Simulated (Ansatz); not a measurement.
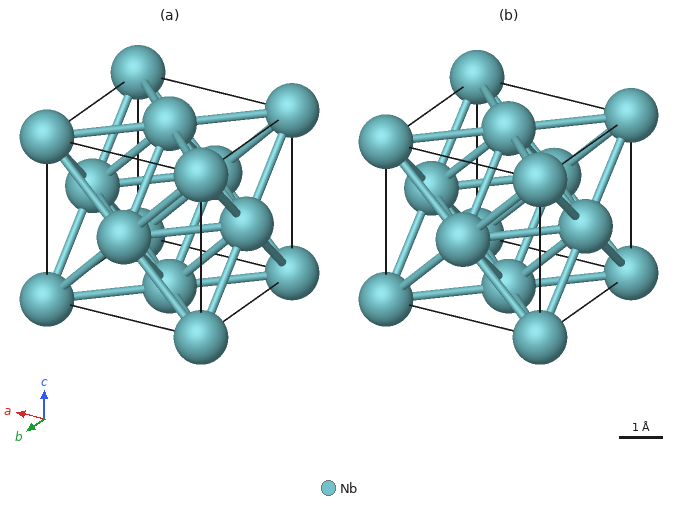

Left: a crystal of Nb (set up in Fm-3m). Right: the same structure after one change, at the same scale. A ball-and-stick model of the conventional cell (4 times the calculation's cell), seen from a free direction. Lengths and directions refer to the drawn axes.

Theory: DFT, PBEsol, all-electron PAW with datasets made for the crystal, scalar-relativistic in Ansatz 0.2.0. (plane-wave cutoff 240 eV; k-point mesh 13 × 13 × 13; occupations fermi dirac; smearing width 0.08 eV; no spin polarisation)

Question: What distinguishes the right structure from the left one?

Answer: The cell is strained by −3.0 % along c and none across it (volume −3.0 %), the atoms keeping their fractional coordinates. No relaxation follows.

Question: What does the change do?

Answer: Among the bonded contacts that change: Nb–Nb 2.991 → 2.947 to 2.991 Å. The space group (tolerance 0.01 Å) goes from Fm-3m (No. 225) to I4/mmm (No. 139). The energy falls by 26.1 meV per atom. The pressure goes from −6.6 to −2.0 GPa. The principal stresses (compression positive) are −7.9 GPa along c and 0.9 GPa across it. All forces vanish by symmetry.
